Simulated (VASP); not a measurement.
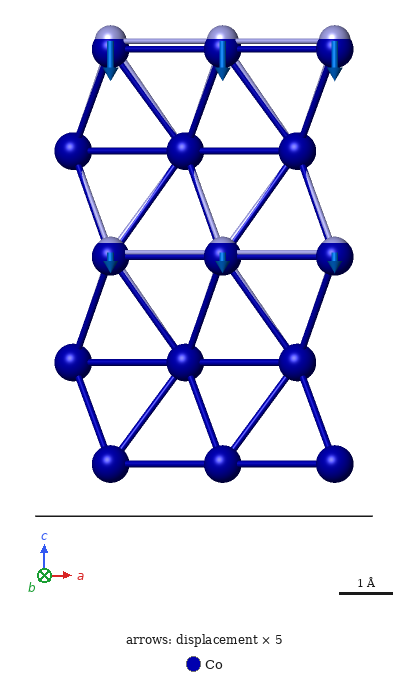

A relaxation of a slab of composition Co. The starting structure is drawn faded, the final one solid; blue arrows show the displacements, 5 times their true length.

A ball-and-stick model of the 3 × 3 repeat of the cell, outlined in the plane, without the vacuum, seen along the b axis.

The run lets the atoms move in a fixed cell. 2 atoms are held fixed.

Level of theory: Kohn-Sham DFT of a periodic cell, PBE, VASP PAW PBE potentials, recommended in VASP 6.6.1.

Input file:
```
SYSTEM = Co
PREC = Accurate
ENCUT = 520
EDIFF = 1E-6
ISMEAR = -1
SIGMA = 0.05
LREAL = .FALSE.
LASPH = .TRUE.
NELM = 150
ALGO = Fast
ISIF = 2
LWAVE = .FALSE.
LCHARG = .FALSE.
ISPIN = 2
MAGMOM = 2 2 2 2 2
LORBIT = 11
LMAXMIX = 4
LDIPOL = .TRUE.
IDIPOL = 3
DIPOL = 0.5 0.5 0.499
GGA = PE
IBRION = 2
NSW = 60
EDIFFG = -0.005
```

Command:
```bash
cat potpaw_PBE.64/Co/POTCAR > POTCAR
mpirun -np 1 vasp_std > vasp.out
```

**What did the optimiser do to the structure, and how much energy did it gain?**

The largest move is that of a Co atom, 0.15 Å along the normal (−c). The cell stays as it was. Among the contacts that change: Co–Co 2.554 → 2.428 Å, Co–Co 2.554 → 2.488 Å, Co–Co 2.423 → 2.487 Å. Over 16 geometry steps the energy falls by 75.3 meV per cell of the calculation. Largest force component: 0.89 eV/Å at the start, 0.046 eV/Å at the end.
